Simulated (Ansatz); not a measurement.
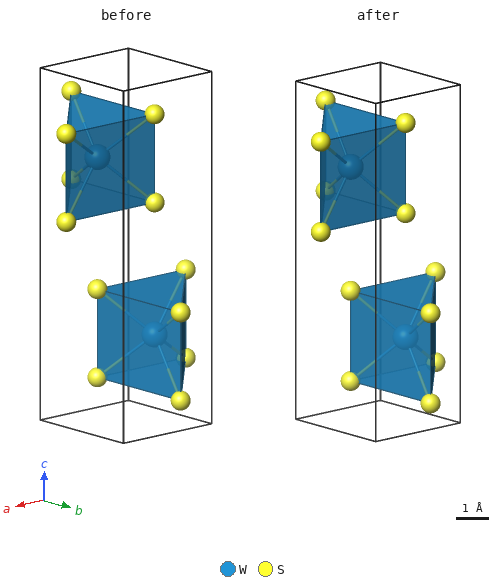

Left: a crystal of WS2 (built on the 2H (MoS2) bulk type). Right: the same structure after one change, at the same scale. The picture is a polyhedral view of the cell of the calculation, seen from a free direction.

The calculation used Ansatz 0.2.0, DFT, HSE06, plane waves, PAW. Set-up: plane-wave cutoff 420 eV; k-point mesh 6 × 6 × 2; occupations fixed; no spin polarisation.

### Which change leads from the left to the right?

All lengths are scaled by −4.0 % (volume −11.5 %) and the S atoms are displaced by 0.10 Å relative to the cell. No relaxation follows.

### How do the computed properties respond?

It costs 75.5 meV per atom. Pressure: −1.2 GPa before, 11.1 GPa after. The principal stresses (compression positive) are 4.1 GPa along c and 14.6 GPa across it. The largest forces, 0.27 eV/Å, act on 4 S atoms of the calculation's cell. The forces point straight back along the displacements (cosine −1.00). Near-neighbour distances before and after: S–W 2.407 → 2.376 Å. The space group stays P6_3/mmc (No. 194).

Limits of the set-up: layers or molecules are held without a dispersion correction, so their spacing is unreliable.
